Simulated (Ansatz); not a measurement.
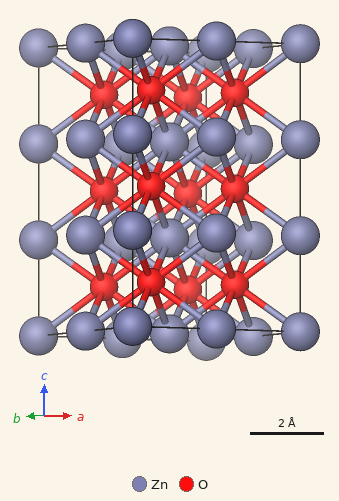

Starting frame of a dynamics run of a 24-atom cell of ZnO (built on the CsCl type). Style: ball-and-stick. Shown: the simulation cell, from a free direction. Bonds to atoms that aren't drawn are left out.

Computed with Ansatz 0.2.0, DFT, PBE, plane waves, PAW.

Input file:
```yaml
crystal:
  lattice:
    - [5.292341918, 0.0, 0.0]
    - [0.0, 5.292341918, 0.0]
    - [0.0, 0.0, 7.938512877]
  atoms:
    - { symbol: Zn, position: [0.0, 0.0, 0.0] }
    - { symbol: O, position: [0.25, 0.25, 0.1666666667] }
    - { symbol: Zn, position: [0.0, 0.0, 0.3333333333] }
    - { symbol: O, position: [0.25, 0.25, 0.5] }
    - { symbol: Zn, position: [0.0, 0.0, 0.6666666667] }
    - { symbol: O, position: [0.25, 0.25, 0.8333333333] }
    - { symbol: Zn, position: [0.0, 0.5, 0.0] }
    - { symbol: O, position: [0.25, 0.75, 0.1666666667] }
    - { symbol: Zn, position: [0.0, 0.5, 0.3333333333] }
    - { symbol: O, position: [0.25, 0.75, 0.5] }
    - { symbol: Zn, position: [0.0, 0.5, 0.6666666667] }
    - { symbol: O, position: [0.25, 0.75, 0.8333333333] }
    - { symbol: Zn, position: [0.5, 0.0, 0.0] }
    - { symbol: O, position: [0.75, 0.25, 0.1666666667] }
    - { symbol: Zn, position: [0.5, 0.0, 0.3333333333] }
    - { symbol: O, position: [0.75, 0.25, 0.5] }
    - { symbol: Zn, position: [0.5, 0.0, 0.6666666667] }
    - { symbol: O, position: [0.75, 0.25, 0.8333333333] }
    - { symbol: Zn, position: [0.5, 0.5, 0.0] }
    - { symbol: O, position: [0.75, 0.75, 0.1666666667] }
    - { symbol: Zn, position: [0.5, 0.5, 0.3333333333] }
    - { symbol: O, position: [0.75, 0.75, 0.5] }
    - { symbol: Zn, position: [0.5, 0.5, 0.6666666667] }
    - { symbol: O, position: [0.75, 0.75, 0.8333333333] }
kpoints:
  mp_grid: { grid: [4, 4, 2] }
hamiltonian:
  xc: pbe
scf:
  occupations: { method: fermi_dirac, width: 0.02 }
md:
  ensemble: npt_langevin
  temperature: 100
  timestep: 3.0
  n_steps: 20
  initial_velocities: maxwell_boltzmann
  seed: 437
```

Command:
```bash
ansatz run input.yaml --threads 4 --pin off --max-ram 3686MiB --backend cpu --events-out ev --progress --plain --runs-dir out
```

> Predict how the run goes.

Over the second half the temperature averages 545 K (spread ±237 K). That is above the set 100 K, because the structure releases potential energy faster than the thermostat removes it. The temperature is still climbing (102 K in the second quarter, 776 K in the last), so the run isn't equilibrated. The potential energy is still drifting at the end, so the run hasn't reached equilibrium. The potential energy in the second half lies on average 90.3 meV per atom below the first frame. The mean pressure there is 3.5 GPa. The volume ends +9.0 % from the start. Root-mean-square distances from the starting positions over the second half, with the common drift of all atoms taken out: O 0.29 Å, Zn 0.06 Å. The run lasts only 60 fs, too short to tell vibration from diffusion.

Along the run (each row but the first and the last is the mean over the interval that it begins):

```
time (fs)  potential energy (meV/atom)  T (K)  p (GPa)
      0.0                          0.0     96      8.5
      9.0                         -0.5     79      7.5
     18.0                         -6.8     96      5.9
     27.0                        -23.8    191      4.2
     36.0                        -56.5    383      2.8
     45.0                       -105.3    636      2.8
     54.0                       -150.8    838      4.7
```

The paths of the atoms:

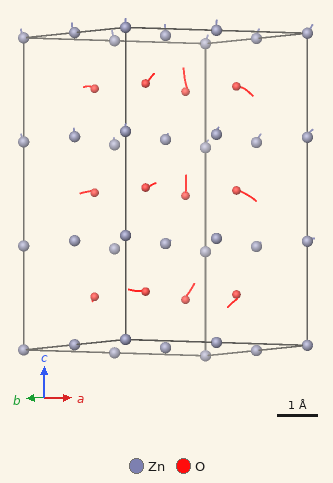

The run took 6.8 min on 4 threads of Arm Neoverse V1, on a shared host, peak memory 1.4 GiB.
